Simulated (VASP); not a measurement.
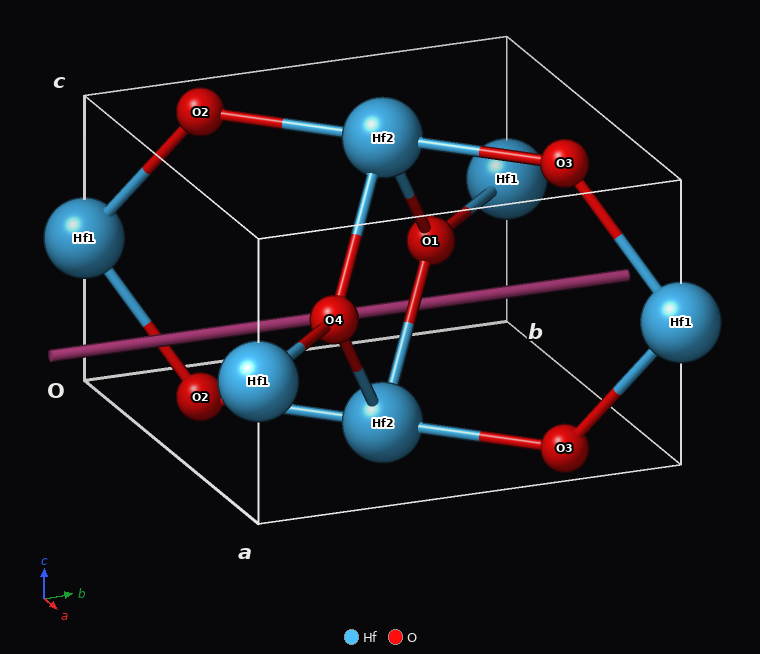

Crystal: HfO2, the end point of a relaxation with VASP Kohn-Sham DFT of a periodic cell, BLYP, VASP PAW PBE potentials, recommended in VASP. The coloured rod is the axis of a symmetry operation of the crystal. Symmetry computed with spglib at a tolerance of 0.002 Å; standard conventional cell.

a = 4.903 Å, b = 4.903 Å, c = 3.250 Å, α = 90.00°, β = 90.00°, γ = 90.00°.

```csv
atom,x,y,z
Hf1,0.0000,0.0000,0.5000
Hf2,0.5000,0.5000,0.0000
O1,0.3054,0.6946,0.5000
O2,0.1946,0.1946,0.0000
O3,0.8054,0.8054,0.0000
O4,0.6946,0.3054,0.5000
```

Take the operation x, y, z → −x+1/2, y+1/2, −z+1/2.

> What kind of operation is it, and where does it lie?

It is a 2₁ screw rotation with translation (0, 1/2, 0), about the line along [0 1 0] through (1/4, 1/2, 1/4).

> Onto which atom does it carry each atom (up to whole multiples of a, b and c)?

Hf1 → Hf2, Hf2 → Hf1, O1 → O2, O2 → O1, O3 → O4, O4 → O3.

> What is the crystal's space group?

P4₂/mnm (No. 136).
